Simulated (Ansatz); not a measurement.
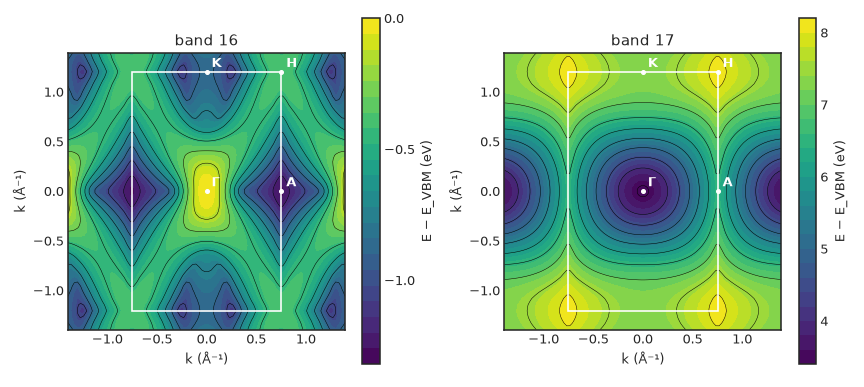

Two bands of MgO (P6_3/mmc) over the plane through Γ, A and K: the highest mostly filled and the lowest mostly empty one.

Computed with DFT PBE, scalar-relativistic, plane waves, PAW; levels and slopes on a dense k mesh at the converged density (Ansatz 0.2.0). No spin polarisation. The levels come from a k mesh of 30×30×22 points. The geometry was not relaxed (residual pressure 5 GPa). The cell comes from a database of computed structures, not from a measurement.

Give both levels and their distance at the named points.

Answer.
```tsv
point	lower band (eV)	upper band (eV)	distance (eV)
Γ	0.00	3.46	3.46
A	−1.28	6.49	7.77
K	−0.88	7.30	8.19
H	−0.38	8.17	8.55
```

Where are the band edges of the whole zone?

Answer. The valence band has one maximum at Γ, principal masses 0.40, 2.03 and 2.03 mₑ; the conduction band has one minimum at Γ, principal masses 0.34, 0.34 and 0.38 mₑ. The gap is direct, 3.46 eV at this level of theory (semilocal functionals give gaps that are too small, and can reorder valleys that lie close).
